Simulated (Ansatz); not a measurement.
# BaNaBr3 (cubic perovskite) (Pm-3m): the gap up the ladder of methods

What gap does each level of theory give for BaNaBr3 (cubic perovskite) (Pm-3m), and in what time?

Method: density functionals, hybrids and G0W0, plane waves, PAW, in Ansatz 0.2.0.

The structure was built from a prototype and need not be the compound's stable phase.

### 1. The structure

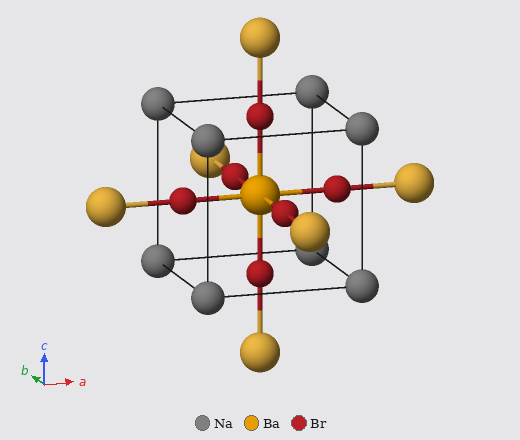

Start, viewed slightly off an axis; sodium grey, barium orange, bromine red. Some periodic images of atoms are drawn too.

The structure was relaxed with PBE. The structure type comes from a generator and need not be one that this composition takes. The runs that relaxed it are not among those shown. Spin-orbit coupling is left out unless a step names it. The default PAW set here is soft_2. Its files were made with PBE.

### 2. LDA on the 4×4×4 mesh

This step: DFT, LDA, plane waves, PAW.

Contents of input.yaml:

```yaml
crystal:
  lattice:
    - [6.2793234105, 0.0, 0.0]
    - [0.0, 6.2793234105, 0.0]
    - [0.0, 0.0, 6.2793234105]
  atoms:
    - { symbol: Na, position: [0.0, 0.0, 0.0] }
    - { symbol: Ba, position: [0.5, 0.5, 0.5] }
    - { symbol: Br, position: [0.5, 0.5, 0.0] }
    - { symbol: Br, position: [0.5, 0.0, 0.5] }
    - { symbol: Br, position: [0.0, 0.5, 0.5] }
kpoints:
  mp_grid: { grid: [4, 4, 4] }
  band_path:
    path: [[0.0, 0.0, 0.0], [0.0, 0.5, 0.0], [0.5, 0.5, 0.0], [0.5, 0.5, 0.5]]
    npoints: 1
hamiltonian:
  xc: lda
scf:
  occupations: { method: fixed }
  n_extra_bands: 5
output:
  eigenvalues: true
  forces: true
  stress: true
```

The run is started by

```bash
$ ansatz run input.yaml --threads 4 --pin off --max-ram 17510MiB --backend cpu --events-out ev --progress --plain --runs-dir out
```

Numbers of over 12 decimals in the logs are rounded to 6 here.

What it wrote:

```text
scf.n_extra_bands = 5 over 20 filled bands (N_el = 40.0): the run solves 25 bands
Engine: ansatz 0.2.0, aarch64-unknown-linux-gnu
Pseudopotentials: kind: paw
Pseudopotential: Na, paw, valence charge 9, recommended cutoff 420 eV (normal), Na.paw.azcp
Pseudopotential: Ba, paw, valence charge 10, recommended cutoff 420 eV (normal), Ba.paw.azcp
Pseudopotential: Br, paw, valence charge 7, recommended cutoff 420 eV (normal), Br.paw.azcp
Functional definition: SPW92
  exchange = slater_x
  correlation = pw_c
Crystal: 5 atoms, lattice volume = 247.593 Å³
Basis set: ecut = 420 eV, 4945 PW (Γ)
Bands: 25, of which v1, the nominal top of the filled ones, is band 20 counted from 1 (19 counted from 0)
Symmetry: 48 space group operations
Space group: Pm-3m (ITA 221), of the structure as read, at distance tolerance 6.3e-5 Å
k-points: 10 of 64
Non-local potential: Na, projectors of the file, l = 0: 3, l = 1: 2, l = 2: 1
Non-local potential: Ba, projectors of the file, l = 0: 3, l = 1: 2, l = 2: 2, l = 3: 2
Non-local potential: Br, projectors of the file, l = 0: 2, l = 1: 2, l = 2: 2
PAW form: soft (Blöchl's): semilocal exchange-correlation on the pseudo side does not see the compensation charge
PAW frozen core: Na, regenerated for the run's functional, and the local potential with it (the file was generated under x = pbe(κ = 0.804, μ = 0.219515), c = pbe(β = 0.066725))
PAW frozen core: Ba, regenerated for the run's functional, and the local potential with it (the file was generated under x = pbe(κ = 0.804, μ = 0.219515), c = pbe(β = 0.066725))
PAW frozen core: Br, regenerated for the run's functional, and the local potential with it (the file was generated under x = pbe(κ = 0.804, μ = 0.219515), c = pbe(β = 0.066725))
PAW one-centre angular grid: Na, 110 points (default); XC on 64 Gauss nodes
PAW one-centre angular grid: Ba, 194 points (default); XC on 64 Gauss nodes
PAW one-centre angular grid: Br, 110 points (default); XC on 64 Gauss nodes
Initial density: superposition of atomic densities (neutral atoms: chi_scale 0, normalization atom), corrected by the library's trained network
Initial wavefunctions: pseudopotential atomic-orbital guess
Functional: x = slater, c = lda
SCF iter   1: F=—  HF=-15335.584124 eV  |F-HF|=—  |Δ(HF+E_count)|=         —  Δρ=3.44e-3  dr2=1.90e-2  ethr=1.77e-3  ⟨swp⟩=5.6  Hψ=1162  notcnv=0  defer=20
preconditioner: auto → Resta (q_TF=auto, 2.013 Å⁻¹)  ε∞=2.6  [insulator: Δε(μ)=2.731 eV  Ē_g=10.256 eV  n_scr=32 (ndim 8)  ℏωp=12.9 eV  f_vac=0.257  ε∞_Penn≈2.6]
SCF iter   2: F=—  HF=-15335.578456 eV  |F-HF|=—  |Δ(HF+E_count)|=   5.67e-3  Δρ=1.59e-3  dr2=5.06e-3  ethr=4.75e-5  ⟨swp⟩=3.2  Hψ=578  notcnv=0  defer=27
SCF iter   3: F=—  HF=-15335.577592 eV  |F-HF|=—  |Δ(HF+E_count)|=   8.64e-4  Δρ=3.27e-4  dr2=2.80e-4  ethr=1.27e-5  ⟨swp⟩=3.9  Hψ=434  notcnv=0  defer=25
SCF iter   4: F=—  HF=-15335.577598 eV  |F-HF|=—  |Δ(HF+E_count)|=   6.17e-6  Δρ=5.27e-5  dr2=8.37e-6  ethr=7.00e-7  ⟨swp⟩=2.3  Hψ=426  notcnv=0  defer=25
SCF iter   5: F=—  HF=-15335.577561 eV  |F-HF|=—  |Δ(HF+E_count)|=   3.71e-5  Δρ=8.85e-6  dr2=4.84e-7  ethr=2.09e-8  ⟨swp⟩=2.7  Hψ=454  notcnv=0  defer=24
SCF iter   6: F=-15335.577561 eV  HF=-15335.577561 eV  |F-HF|=3.31e-9  |Δ(HF+E_count)|=   1.06e-7  Δρ=3.28e-6  dr2=5.12e-8  ethr=2.50e-10  ⟨swp⟩=14.4  Hψ=1748  notcnv=0
SCF 1 converged in 6 iterations: F = -15335.577561 eV  dr2 = 5.12e-8
[...]
NSCF: frozen V_eff on 4 k-points
SCF converged after 6 iterations
Free energy (F): -15335.577561 eV
Harris-Foulkes:  -15335.577561 eV  (|F-HF|=3.31e-9)
Internal energy: -15335.577561 eV  (E = F + TS)
E sigma→0 (E₀):  -15335.577561 eV
Fermi energy:    -0.294080 eV
--- Per-component energies (eV) ---
  E_band       = -462.833942
  E_kinetic    = 690.304464
  E_local      = -2906.395860  (includes V_loc(G=0)·N_el)
  E_nonlocal   = 391.392764
  E_hartree    = 988.512031
  E_xc         = -988.368006
  E_vxc        = -499.522636  (∫ρ·V_xc dr)
  E_paw        = -11784.463358  (= ΣΔE_a)
  E_vpaw       = -115.641339  (= ΣTr[D̂ρ^β])
  E_aug_tail   = 0.000013  (compensation charges beyond the density's cutoff)
  E_ewald      = -1727.602549
  E_core_change = 1.042940  (= ΣΔE_core)
  E_smearing   = -0.000000  (= −TS)
  E_closure    = 0.000000  (closes the sum)
  Σ components = -15335.577561   (vs F -15335.577561, Δ=0.00e0)
--- Forces (eV/Å), atoms counted from 1 ---
  atom   1  Na    -0.00000000    -0.00000000    -0.00000000
  atom   2  Ba     0.00000000    -0.00000000     0.00000000
  atom   3  Br    -0.00000000    -0.00000000     0.00000000
  atom   4  Br     0.00000000    -0.00000000     0.00000000
  atom   5  Br     0.00000000    -0.00000000     0.00000000
  max |Σ_I F_I| component: 4.08e-29 eV/Å
--- Stress (GPa, compression-positive) ---
       -1.404507       0.000000       0.000000
       -0.000000      -1.404507       0.000000
        0.000000       0.000000      -1.404507
  P = ⅓ Tr σ = -1.4045 GPa (-14.045 kbar)
--- Band table (eV; the first three rows and the last of 10) ---
  k-point 0: bands = [... 16 lower, -0.6548, -0.4714, -0.4714, -0.4714, 2.4463, 4.6065, 4.6065, 4.6065, ... 1 higher]
  k-point 1: bands = [... 16 lower, -0.7321, -0.6891, -0.4972, -0.4972, 2.8539, 4.6509, 4.9908, 4.9908, ... 1 higher]
  k-point 2: bands = [... 16 lower, -0.8925, -0.7225, -0.5087, -0.5087, 3.5035, 4.3667, 4.6984, 5.4299, ... 1 higher]
  k-point 9: bands = [... 16 lower, -1.4510, -0.2941, -0.2941, -0.2941, 3.2846, 6.3148, 6.3148, 6.3148, ... 1 higher]
```

Elapsed: 1.6 s, on 4 threads of Arm Neoverse V1, shared host; peak memory 0.51 GiB; 5.3 s of CPU time.

Reading the cycles: dr2 is the Hartree energy of the density residual (eV), the measure of convergence; HF is the Harris–Foulkes estimate of the energy, which meets the free energy F at convergence.

Numbers from this step:

* pressure: -1.405 GPa
* gap: 2.740 eV
* valence top at: R
* conduction bottom at: Γ
* least direct gap: 2.918 eV

Over mesh and listed points the gap is 2.740 eV, from k = (0.500, 0.500, 0.500) to k = Γ. The least direct gap found is 2.918 eV, at k = Γ.

### 3. PBEsol on the 4×4×4 mesh

This step: DFT, PBEsol, plane waves, PAW.

input.yaml, as its differences from that of step 2:

```diff
@@ -17,3 +17,3 @@
 hamiltonian:
-  xc: lda
+  xc: pbesol
 scf:
```

What it wrote:

```text
[...]
Crystal: 5 atoms, lattice volume = 247.593 Å³
Basis set: ecut = 420 eV, 4945 PW (Γ), exchange–correlation on 90×90×90 points (8 copies of the dense FFT grid, shifted against one another)
Bands: 25, of which v1, the nominal top of the filled ones, is band 20 counted from 1 (19 counted from 0)
Symmetry: 48 space group operations
[...]
k-points: 10 of 64
[...]
SCF iter   1: F=—  HF=-15556.093822 eV  |F-HF|=—  |Δ(HF+E_count)|=         —  Δρ=1.40e-3  dr2=8.15e-3  ethr=1.77e-3  ⟨swp⟩=5.6  Hψ=1194  notcnv=0  defer=18
[...]
SCF iter   6: F=-15556.089049 eV  HF=-15556.089049 eV  |F-HF|=8.90e-8  |Δ(HF+E_count)|=   2.37e-6  Δρ=3.55e-6  dr2=3.35e-8  ethr=2.50e-10  ⟨swp⟩=12.9  Hψ=1887  notcnv=0
SCF 1 converged in 6 iterations: F = -15556.089049 eV  dr2 = 3.35e-8
[...]
NSCF: frozen V_eff on 4 k-points
SCF converged after 6 iterations
Free energy (F): -15556.089049 eV
[...]
Internal energy: -15556.089049 eV  (E = F + TS)
E sigma→0 (E₀):  -15556.089049 eV
Fermi energy:    -0.113132 eV
[...]
--- Stress (GPa, compression-positive) ---
       -0.741306      -0.000000      -0.000000
        0.000000      -0.741306       0.000000
       -0.000000       0.000000      -0.741306
  P = ⅓ Tr σ = -0.7413 GPa (-7.413 kbar)
--- Band table (eV; the first three rows and the last of 10) ---
  k-point 0: bands = [... 16 lower, -0.4666, -0.2841, -0.2841, -0.2841, 2.8234, 4.9043, 4.9043, 4.9043, ... 1 higher]
  k-point 1: bands = [... 16 lower, -0.5407, -0.4986, -0.3096, -0.3096, 3.2183, 4.9470, 5.2870, 5.2870, ... 1 higher]
  k-point 2: bands = [... 16 lower, -0.6948, -0.5298, -0.3212, -0.3212, 3.8428, 4.7622, 4.9925, 5.7322, ... 1 higher]
  k-point 9: bands = [... 16 lower, -1.2379, -0.1131, -0.1131, -0.1131, 3.6295, 6.6636, 6.6636, 6.6636, ... 1 higher]
```

Wall time 1.7 s (4 threads); peak memory 0.54 GiB.

Numbers from this step:

```
pressure             : -0.7413 GPa
gap                  : 2.937 eV
valence top at       : R
conduction bottom at : Γ
least direct gap     : 3.108 eV
```

Over mesh and listed points the gap is 2.937 eV, from k = (0.500, 0.500, 0.500) to k = Γ. The least direct gap found is 3.108 eV, at k = Γ. PBEsol against LDA: 2.937 − 2.740 = +0.197 eV, with the same mesh, files and cutoff, and both edges at the same k points.

### 4. PBE on the 4×4×4 mesh

Levels along a band path and on the mesh show where this functional puts the band edges.

This step: DFT, PBE, plane waves, PAW.

input.yaml, as its differences from that of step 3:

```diff
@@ -14,8 +14,10 @@
   band_path:
-    path: [[0.0, 0.0, 0.0], [0.0, 0.5, 0.0], [0.5, 0.5, 0.0], [0.5, 0.5, 0.5]]
-    npoints: 1
+    path:
+      - [[0.0, 0.0, 0.0], [0.0, 0.5, 0.0], [0.5, 0.5, 0.0], [0.0, 0.0, 0.0], [0.5, 0.5, 0.5], [0.0, 0.5, 0.0]]
+      - [[0.5, 0.5, 0.5], [0.5, 0.5, 0.0]]
+    npoints: 10
 hamiltonian:
-  xc: pbesol
+  xc: pbe
 scf:
-  occupations: { method: fixed }
+  occupations: { method: fermi_dirac, width: 0.02 }
   n_extra_bands: 5
@@ -25 +27,5 @@
   stress: true
+  write_density: true
+  write_potential: true
+  elf: true
+  volumetric_format: npy
```

What it wrote:

```text
[...]
Crystal: 5 atoms, lattice volume = 247.593 Å³
Basis set: ecut = 420 eV, 4945 PW (Γ), exchange–correlation on 90×90×90 points (8 copies of the dense FFT grid, shifted against one another)
Bands: 25, of which v1, the nominal top of the filled ones, is band 20 counted from 1 (19 counted from 0)
Symmetry: 48 space group operations
[...]
k-points: 10 of 64
[...]
k-point 0: bands = [... 16 lower, -0.3934, -0.2140, -0.2140, -0.2140, 2.8152, 5.0758, 5.0758, 5.0758, ... 1 higher]
  k-point 1: bands = [... 16 lower, -0.4651, -0.4250, -0.2388, -0.2388, 3.1963, 5.1192, 5.4479, 5.4479, ... 1 higher]
  k-point 2: bands = [... 16 lower, -0.6150, -0.4559, -0.2503, -0.2503, 3.7717, 4.8656, 5.1654, 5.8688, ... 1 higher]
  k-point 9: bands = [... 16 lower, -1.1518, -0.0449, -0.0449, -0.0449, 3.5494, 6.7351, 6.7351, 6.7351, ... 1 higher]
[key lines of the parts left out:]
SCF converged after 6 iterations
Free energy (F): -15793.934085 eV
Fermi energy:    1.409107 eV
P = ⅓ Tr σ = -0.0013 GPa (-0.013 kbar)
```

Run time: 3.4 s. Hardware: 4 threads; peak memory 0.57 GiB.

This step gave:

```
pressure             : -0.001288 GPa
gap                  : 2.860 eV
valence top at       : R
conduction bottom at : Γ
least direct gap     : 3.029 eV
```

Over mesh and path the gap is 2.860 eV, from k = (0.500, 0.500, 0.500) to k = Γ. The least direct gap found is 3.029 eV, at k = Γ. PBE against PBEsol: 2.860 − 2.937 = −0.077 eV, with the same mesh, files and cutoff, and both edges at the same k points.

### 5. PBE+SOC on the 4×4×4 mesh

This run has two-component orbitals with spin-orbit coupling.

This step: DFT, PBE with spin-orbit coupling, plane waves, PAW.

input.yaml, the sections that differ from step 4:

```yaml
kpoints:
  mp_grid: { grid: [4, 4, 4] }
  band_path:
    path: [[0.0, 0.0, 0.0], [0.0, 0.5, 0.0], [0.5, 0.5, 0.0], [0.5, 0.5, 0.5]]
    npoints: 1
scf:
  occupations: { method: fixed }
  n_extra_bands: 10
magnetization:
  noncollinear: true
  spin_orbit: true
output:
  eigenvalues: true
  forces: true
  stress: true
# crystal, hamiltonian: as in step 4
```

What it wrote:

```text
[...]
non-collinear run that drives no moment, with spin-orbit: no starting moment large enough to seed its density (crystal.atoms[].spin), no starting occupations that ask for one, no magnetisation constraint and no magnetic field, so the semilocal B_xc is pinned to zero
Crystal: 5 atoms, lattice volume = 247.593 Å³
[...]
k-point 1: bands = [... 36 lower, -0.2868, -0.2868, -0.0590, -0.0590, 3.1962, 3.1962, 5.1180, 5.1180, ... 6 higher]
  k-point 2: bands = [... 36 lower, -0.3515, -0.3515, -0.0678, -0.0678, 3.7721, 3.7721, 4.8647, 4.8647, ... 6 higher]
  k-point 9: bands = [... 36 lower, 0.0494, 0.0494, 0.0494, 0.0494, 3.5486, 3.5486, 6.6993, 6.6993, ... 6 higher]
[key lines of the parts left out:]
SCF converged after 9 iterations
Magnetization: |M| = 0.0000 μB,  M = (+0.0000, +0.0000, +0.0000) μB
Free energy (F): -15799.795597 eV
Fermi energy:    0.049382 eV
P = ⅓ Tr σ = -0.0030 GPa (-0.030 kbar)
```

Run time: 11 s. Hardware: 4 threads; peak memory 1.1 GiB; 44 s of CPU time.

This step gave:

```
pressure             : -0.003001 GPa
gap                  : 2.765 eV
valence top at       : R
conduction bottom at : Γ
least direct gap     : 2.856 eV
```

Over mesh and listed points the gap is 2.765 eV, from k = (0.500, 0.500, 0.500) to k = Γ. The least direct gap found is 2.856 eV, at k = Γ. PBE+SOC against PBE: 2.765 − 2.860 = −0.095 eV, with the same mesh, set of files (read in its fully relativistic form for the spin-orbit run) and cutoff, and both edges at the same k points. The spin-orbit run sees mesh and listed points alone, so its gap is an upper bound: the coupling can move an edge off these points, and the change over the zone, its sign included where it is small, is not known.

### 6. HSE06 on the 2×2×2 mesh

HSE06 mixes in a quarter of exact exchange at short range.

This step: DFT, HSE06, plane waves, PAW.

input.yaml, as its differences from that of step 5:

```diff
@@ -12,3 +12,3 @@
 kpoints:
-  mp_grid: { grid: [4, 4, 4] }
+  mp_grid: { grid: [2, 2, 2] }
   band_path:
@@ -17,12 +17,7 @@
 hamiltonian:
-  xc: pbe
+  xc: hse06
 scf:
   occupations: { method: fixed }
-  n_extra_bands: 10
-magnetization:
-  noncollinear: true
-  spin_orbit: true
+  n_extra_bands: 5
 output:
   eigenvalues: true
-  forces: true
-  stress: true
```

What it wrote:

```text
[...]
davidson cushion auto → on  (no smearing: the cushion is to keep the highest requested band from converging to the state above it; pin scf.eigensolver.cushion to override)
Crystal: 5 atoms, lattice volume = 247.593 Å³
Basis set: ecut = 420 eV, 4945 PW (Γ)
Bands: 25, of which v1, the nominal top of the filled ones, is band 20 counted from 1 (19 counted from 0)
Symmetry: 48 space group operations
[...]
k-points: 4 of 8
[...]
E sigma→0 (E₀):  -15804.892174 eV
Fermi energy:    -0.839629 eV
[...]
--- Band table (eV) ---
  k-point 0: bands = [... 16 lower, -1.2164, -1.0278, -1.0278, -1.0278, 3.1222, 5.4356, 5.4356, 5.4356, ... 1 higher]
  k-point 1: bands = [... 16 lower, -1.4384, -1.2776, -1.0678, -1.0678, 4.1281, 5.1486, 5.5390, 6.2549, ... 1 higher]
  k-point 2: bands = [... 16 lower, -1.3946, -1.3946, -1.2313, -0.8432, 4.3623, 6.0988, 6.0988, 6.5471, ... 1 higher]
  k-point 3: bands = [... 16 lower, -2.0083, -0.8396, -0.8396, -0.8396, 3.9086, 7.0965, 7.0965, 7.0965, ... 1 higher]
[key lines of the parts left out:]
Free energy (F): -15804.892174 eV
```

Wall time 22 s (4 threads); peak memory 1.5 GiB; 77 s of CPU time.

This step gave:

```
gap                     : 3.962 eV
valence top at          : R
conduction bottom at    : Γ
least direct gap        : 4.150 eV
exact-exchange fraction : 0.25
```

Over mesh and listed points the gap is 3.962 eV, from k = (0.500, 0.500, 0.500) to k = Γ. The least direct gap found is 4.150 eV, at k = Γ. HSE06 against PBE: 3.962 − 2.860 = +1.102 eV. The runs also differ in mesh (4×4×4 and 2×2×2), so how much of this comes from the functional alone is not known.

### 7. PBE0 on the 2×2×2 mesh

PBE0 mixes in a quarter of exact exchange at all distances.

This step: DFT, PBE0, plane waves, PAW.

input.yaml, as its differences from that of step 6:

```diff
@@ -17,3 +17,3 @@
 hamiltonian:
-  xc: hse06
+  xc: pbe0
 scf:
@@ -23 +23,5 @@
   eigenvalues: true
+  write_density: true
+  write_potential: true
+  elf: true
+  volumetric_format: npy
```

What it wrote:

```text
[...]
Crystal: 5 atoms, lattice volume = 247.593 Å³
Basis set: ecut = 420 eV, 4945 PW (Γ)
Bands: 25, of which v1, the nominal top of the filled ones, is band 20 counted from 1 (19 counted from 0)
Symmetry: 48 space group operations
[...]
k-points: 4 of 8
[...]
SCF iter   1: F=—  HF=-15793.799482 eV  |F-HF|=—  |Δ(HF+E_count)|=         —  Δρ=1.09e-3  dr2=3.04e-3  ethr=1.77e-3  ⟨swp⟩=13.8  Hψ=526  notcnv=0
[...]
E sigma→0 (E₀):  -15803.722994 eV
Fermi energy:    -1.225506 eV
[...]
--- Band table (eV) ---
  k-point 0: bands = [... 16 lower, -1.6099, -1.4140, -1.4140, -1.4140, 3.4544, 5.7936, 5.7936, 5.7936, ... 1 higher]
  k-point 1: bands = [... 16 lower, -1.8368, -1.6727, -1.4554, -1.4554, 4.4762, 5.4886, 5.8985, 6.6180, ... 1 higher]
  k-point 2: bands = [... 16 lower, -1.7923, -1.7923, -1.6215, -1.2290, 4.7124, 6.4453, 6.4453, 6.9178, ... 1 higher]
  k-point 3: bands = [... 16 lower, -2.4196, -1.2255, -1.2255, -1.2255, 4.2496, 7.4533, 7.4533, 7.4533, ... 1 higher]
[key lines of the parts left out:]
Free energy (F): -15803.722994 eV
```

The job ended after 21 s (4 threads; peak memory 1.5 GiB; 76 s of CPU time).

Numbers from this step:

- gap: 4.680 eV
- valence top at: R
- conduction bottom at: Γ
- least direct gap: 4.868 eV
- exact-exchange fraction: 0.25

Over mesh and listed points the gap is 4.680 eV, from k = (0.500, 0.500, 0.500) to k = Γ. The least direct gap found is 4.868 eV, at k = Γ. PBE0 against HSE06: 4.680 − 3.962 = +0.718 eV, with the same mesh, files and cutoff, and both edges at the same k points.

(Continued in part 2 of 2.)

[Paths, hosts, dates, memory and timing lines, banners, echoed tables and standing remarks are left out of the program output.]

[Logs are printed without paths, hosts, clocks, repeated set-up lines and the standing remarks that a program may print on its own settings, such as how far it seeks lower states.]

[Runs of the session that timed out or met a known fault of the program may be left out.]

[Cells called generated may have been cut or substituted from an entry of the Crystallography Open Database or the Materials Project.]

[Hosts, paths, dates, database ids (printed as entryN), source tags and the programs' standing remarks are cut or masked in the printed files.]

[Where an RPA ε∞ is given, it is that of the G0W0 mesh and is not shown converged in it. Names of k-points follow the symmetry that the program found, which can be lower than the space group named. Band edges on a path are those of the sampled points; other points can move an edge, and change direct to indirect where valleys lie close.]

[Hybrid gaps are those of their k-mesh and are not shown converged in it.]
